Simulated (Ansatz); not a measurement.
## Single-point calculation of CoO (part 1 of 3)

System: CoO (interface cell, 16 atoms in the cell).
Method: DFT PBE, scalar-relativistic, plane waves, PAW, spin-polarised (Ansatz 0.2.0).

The structure derives from an entry of the Crystallography Open Database. It belongs to a series of runs on one base structure; here: antiphase boundary on (0 0 1), species swapped, relaxed, on a denser mesh. Figures and captions count atoms from 1; the log counts them from 0 in places.

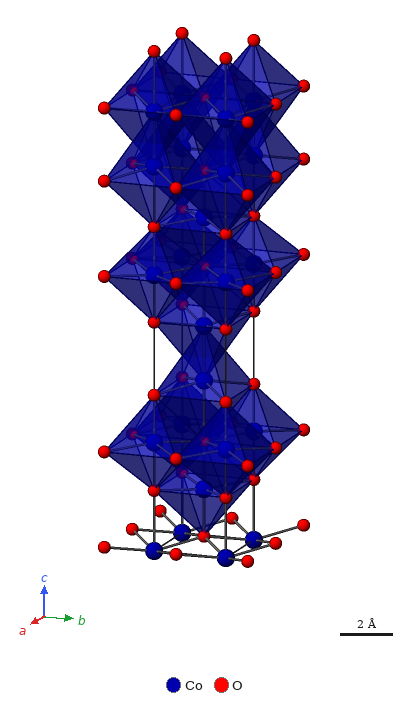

*The input geometry (polyhedral view of the cell of the calculation, seen slightly off an axis; polyhedra are completed across the faces of the cell).*

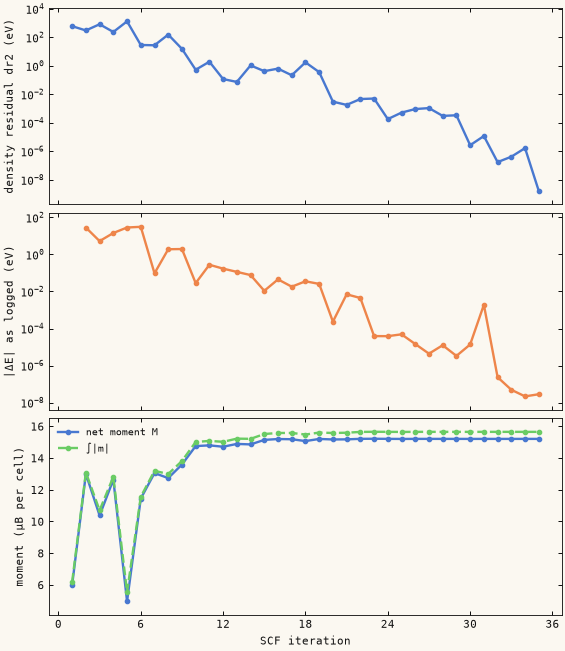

*Convergence of the self-consistent field: density residual dr2, size of the energy change and magnetic moment against the SCF iteration.*

The residual falls unevenly and jumps up by a factor of two or more 11 times on the way down. The net moment goes from 6.0 to 15.2 μB per cell, with excursions between 5.0 and 15.2 on the way.

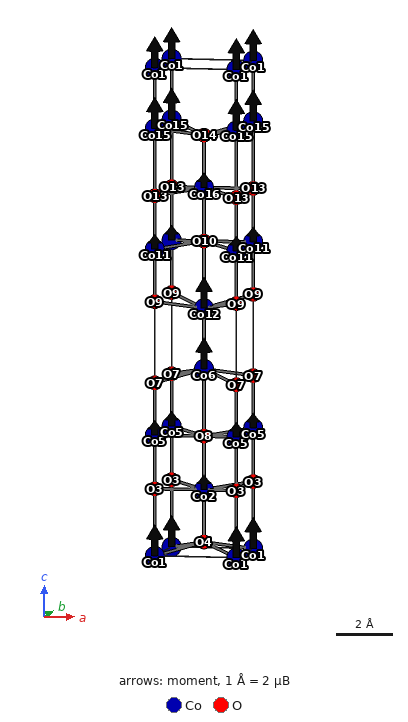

*Magnetic moments of the sites as black arrows (ball-and-stick view of the cell of the calculation, seen slightly off an axis; atoms are numbered from 1 in the order of the input); small moments hardly show. The run is collinear, so the axis drawn is arbitrary.*

Site moments: Co1, Co6, Co12, Co15 (2.31 μB); Co2, Co5, Co11, Co16 (1.12 μB); O4, O7, O9, O14 (0.15 μB). They are counted near the atoms and needn't add up to the moment of the cell.

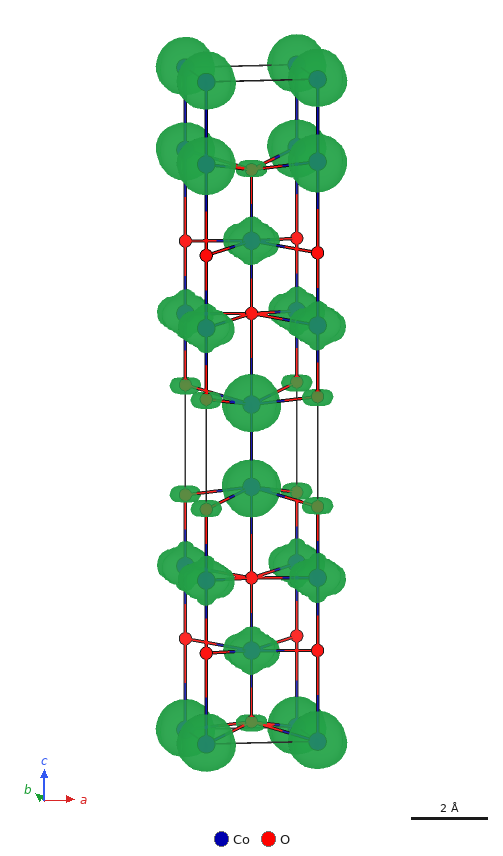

*Isosurface of the magnetisation density (up minus down) at +0.2 e/Å³ (green), seen slightly off an axis. Sticks mark near contacts. The outline is the calculation cell.*

The cell of the calculation (16 atoms) carries 15.2 μB net. The fields are those of the smooth PAW valence density.

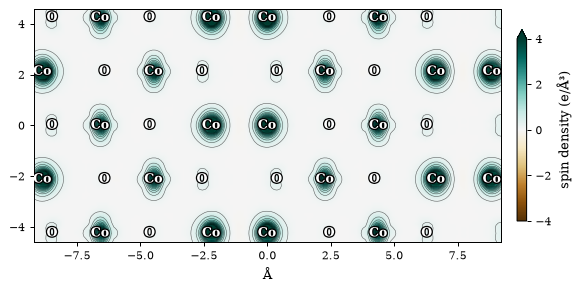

*Spin density (up minus down) on the (11̄0) plane of the calculation cell.*

Atoms in the plane: Co and O. The cell of the calculation (16 atoms) carries 15.2 μB net.

These pictures come from the run below.

Input file:
```yaml
crystal:
  lattice:
    - [3.004011013, 0.0, 0.0]
    - [0.0, 3.004011013, 0.0]
    - [0.0, 0.0, 17.7134429127]
  atoms:
    - { symbol: Co, position: [0.0, 0.0, -0.000340853], spin: 2.54 }
    - { symbol: Co, position: [0.5, 0.5, 0.1280649262], spin: 1.12 }
    - { symbol: O, position: [0.0, 0.0, 0.1372423807] }
    - { symbol: O, position: [0.5, 0.5, 0.0206515627], spin: 0.17 }
    - { symbol: Co, position: [0.0, 0.0, 0.2469350738], spin: 1.12 }
    - { symbol: Co, position: [0.5, 0.5, 0.375340853], spin: 2.54 }
    - { symbol: O, position: [0.0, 0.0, 0.3543484373], spin: 0.17 }
    - { symbol: O, position: [0.5, 0.5, 0.2377576193] }
    - { symbol: O, position: [0.0, 0.0, 0.5206515627], spin: 0.17 }
    - { symbol: O, position: [0.5, 0.5, 0.6372423807] }
    - { symbol: Co, position: [0.0, 0.0, 0.6280649262], spin: 1.12 }
    - { symbol: Co, position: [0.5, 0.5, 0.499659147], spin: 2.54 }
    - { symbol: O, position: [0.0, 0.0, 0.7377576193] }
    - { symbol: O, position: [0.5, 0.5, 0.8543484373], spin: 0.17 }
    - { symbol: Co, position: [0.0, 0.0, 0.875340853], spin: 2.54 }
    - { symbol: Co, position: [0.5, 0.5, 0.7469350738], spin: 1.12 }
basis:
  ecutwfc: 420
kpoints:
  mp_grid: { grid: [21, 21, 4] }
hamiltonian:
  xc: pbe
scf:
  occupations: { method: gaussian, width: 0.1 }
  lower_state_search: "off"
output:
  forces: true
  stress: true
  eigenvalues: true
  populations: true
  write_density: true
  write_potential: true
  elf: true
  volumetric_format: npy
magnetization:
  spin_polarized: true
```

Command:
```bash
ansatz run input.yaml --threads 2 --pin off --max-ram 5120MiB --backend cpu --events-out ev --progress --plain --runs-dir out
```

The program's output:
```
Engine: ansatz 0.2.0, x86_64-unknown-linux-gnu
Pseudopotentials: kind: paw
Pseudopotential: Co, paw, valence charge 17, recommended cutoff 420 eV (normal), Co.paw.azcp
Pseudopotential: O, paw, valence charge 6, recommended cutoff 420 eV (normal), O.paw.azcp
Functional definition: PBE
  parameter kappa = 0.804
  parameter beta = 0.06672455060314922
  exchange = pbe_x(kappa = kappa, mu = beta*pi^2/3)
  correlation = pbe_c(beta = beta)
Crystal: 16 atoms, lattice volume = 159.848 Å³
Basis set: ecut = 420 eV, 3043 PW (Γ), exchange–correlation on 48×48×240 points (8 copies of the dense FFT grid, shifted against one another)
Bands: 120, of which v1, the nominal top of the filled ones, is band 92 counted from 1 (91 counted from 0)
Symmetry: 32 space group operations
Space group: I4/mmm (ITA 139), of the structure as read, at distance tolerance 5.4e-5 Å
Magnetic group: BNS 139.531 (UNI 1191), of the structure as read, at distance tolerance 5.4e-5 Å
k-points: 198 of 1764
Non-local potential: Co, projectors of the file, l = 0: 3, l = 1: 2, l = 2: 3, l = 3: 1
Non-local potential: O, projectors of the file, l = 0: 2, l = 1: 2, l = 2: 1
PAW form: soft (Blöchl's): semilocal exchange-correlation on the pseudo side does not see the compensation charge
PAW one-centre angular grid: Co, 590 points (default); XC on 64 Gauss nodes
PAW one-centre angular grid: O, 110 points (default); XC on 64 Gauss nodes
Initial density: superposition of atomic densities (chi_scale 0.1, normalization cell, long waves kept (reshape's long-wave potential 0.98 eV rms))
Starting moments: Σ|m| = 15.32 μB on 12 of 16 sites
Initial wavefunctions: pseudopotential atomic-orbital guess
Functional: x = pbe(κ = 0.804, μ = 0.2195149727645171), c = pbe(β = 0.06672455060314922)
```
